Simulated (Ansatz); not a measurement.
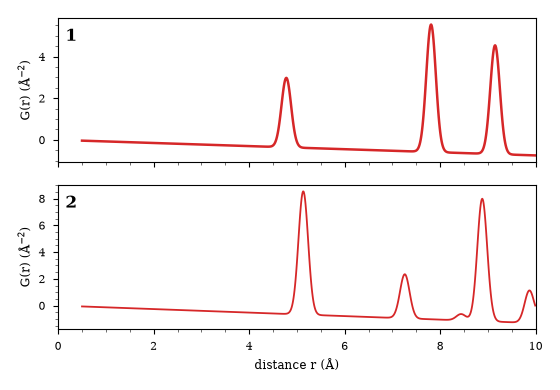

Each curve is a calculated X-ray PDF: distances of the static structure, each pair weighted by the product of the atomic numbers (X-ray weights at Q = 0), broadened by Gaussians with σ = 0.10 Å. No termination ripples are included.

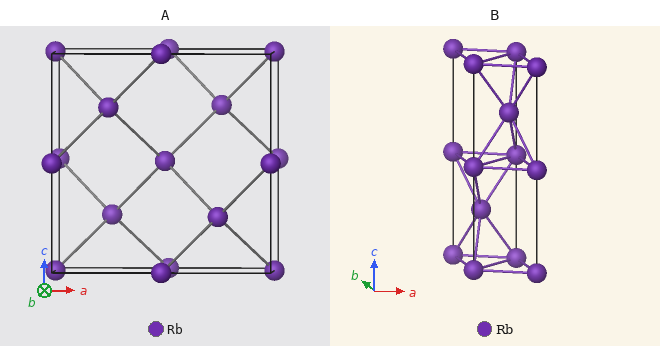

Candidate structures:

A. Rb, a = 11.038 Å, b = 11.038 Å, c = 11.038 Å, α = 90.00°, β = 90.00°, γ = 90.00°, Fd-3m

B. Rb, a = 5.116 Å, b = 5.116 Å, c = 16.880 Å, α = 90.00°, β = 90.00°, γ = 120.00°, P6_3/mmc

Origins: A, the input geometry of an electronic-structure calculation (not necessarily at equilibrium); the starting structure was generated, so it need not be a known form of this composition; B, coordinates from a relaxation with DFT, BLYP, plane waves (420 eV) with PAW, scalar-relativistic in Ansatz; the starting structure was generated, so it need not be a known form of this composition.

**Which PDF belongs to which candidate?**

curve 1 is A (Rb, first clear peaks at 4.78 Å (Rb–Rb) and 7.81 Å (Rb–Rb)); curve 2 is B (Rb, first clear peaks at 5.13 Å (Rb–Rb) and 7.26 Å (Rb–Rb)).
